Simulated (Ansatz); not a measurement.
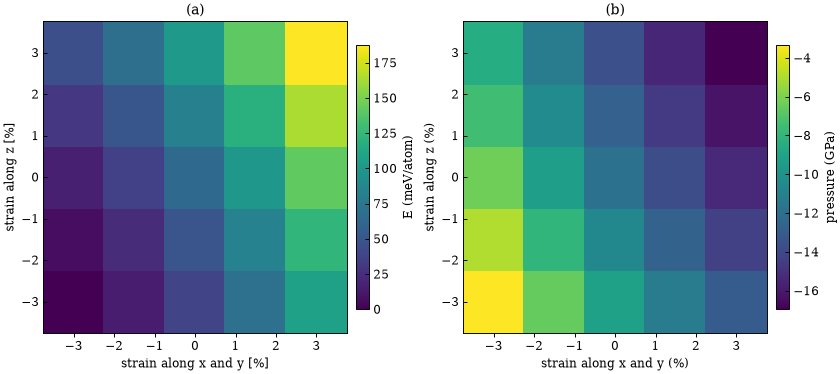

CaO (Fm-3m, No. 225; 2 atoms in the cell). 
- The cell is strained homogeneously, by one strain along x and y and another along z, with fractional coordinates fixed (x, y and z along the cube axes).
- Coordinates scanned: (1) strain along x and y; (2) strain along z.
- The scan uses a 5 × 5 grid.
- Energies are in meV/atom, from the lowest grid point.
- The reference cell is the one listed in the database, not relaxed at this level.
- Theory: DFT LDA, scalar-relativistic, plane waves, PAW (Ansatz 0.2.0). Settings: cutoff 420 eV, k-mesh 8×8×8, gaussian smearing 0.05 eV, no spin polarisation.

Panel (a) is the energy and panel (b) the computed pressure on the same grid.

The picture shows one coloured cell a grid point.

### How does the pressure vary over the map, and what is it at the lowest grid point?

It runs from −17.0 GPa at strain along x and y = 3.0 %, strain along z = 3.0 % to −3.3 GPa at strain along x and y = −3.0 %, strain along z = −3.0 %. At the lowest grid point, strain along x and y = −3.0 %, strain along z = −3.0 %, it is −3.3 GPa. That point lies on the edge of the scan.

```
strain along z ↓, strain along x and y →  −3.0   −1.5    0.0    1.5    3.0
                                     3.0  −8.5  −11.3  −13.6  −15.5  −17.0
                                     1.5  −7.5  −10.4  −12.8  −14.7  −16.2
                                     0.0  −6.3   −9.3  −11.8  −13.8  −15.4
                                    −1.5  −5.0   −8.1  −10.6  −12.7  −14.3
                                    −3.0  −3.3   −6.5   −9.2  −11.3  −13.0
```
